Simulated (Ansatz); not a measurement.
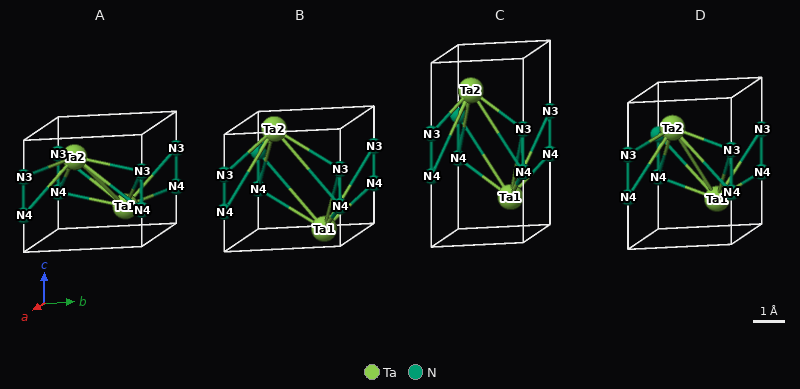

4 geometries from one relaxation of crystalline TaN (a generated structure, set up in P-3m1) (coarse preliminary run), in shuffled order. The picture is a ball-and-stick view of the cell of the calculation, seen slightly off an axis.

Level of theory: DFT PBE, scalar-relativistic, plane waves, PAW in Ansatz. (plane-wave cutoff 420 eV; k-point mesh 6 × 6 × 4; occupations gaussian; smearing width 0.1 eV; no spin polarisation; cell and atoms relaxed; force threshold 0.04 eV/Å; at most 70 steps)

> Put them in the order of the run, from the start to the converged end.

B, A, D, C. They are steps 0, 6, 12, 28, at +2738 meV per atom, +1254 meV per atom, +599 meV per atom relative to the last. The largest moves relative to the cell, 0.96 Å, are those of Ta1 and Ta2. Ta1 goes along +c. By element the largest moves are Ta 0.96 Å, N 0.26 Å. The drawn cell changes as follows: a = b 3.896 → 3.088 Å (−20.7 %), c 3.921 → 6.153 Å (+56.9 %); the volume changes by −1.4 %. Some distances before and after: Ta1–N3 2.690 → 3.957 Å, Ta1–Ta1 3.896 → 3.088 Å, Ta1–Ta2 2.265 → 2.939 Å, Ta1–N4 2.553 → 2.147 Å. Bond angles that change, for instance: Ta1–Ta2–Ta1 118.6° → 63.4°, Ta1–Ta2–N3 67.6° → 101.0°, N3–Ta2–N3 99.5° → 92.0°. The space group stays P-3m1 (No. 164). After 24 accepted moves (28 points after the start) the energy has fallen by 2738 meV per atom. Largest force component: 2.7 eV/Å at the start, 0.012 eV/Å at the end. Pressure: 34.40 GPa at the start and −0.06 GPa at the end. The line search rejected the trial steps at points 17, 18 of the run. The SCF was repeated twice at an unchanged geometry on a basis and grid sized afresh for the cell, which shifted the energy by 168 meV per atom at most.

Limits of the set-up: the k-point mesh is coarse for a cell with partly filled bands.
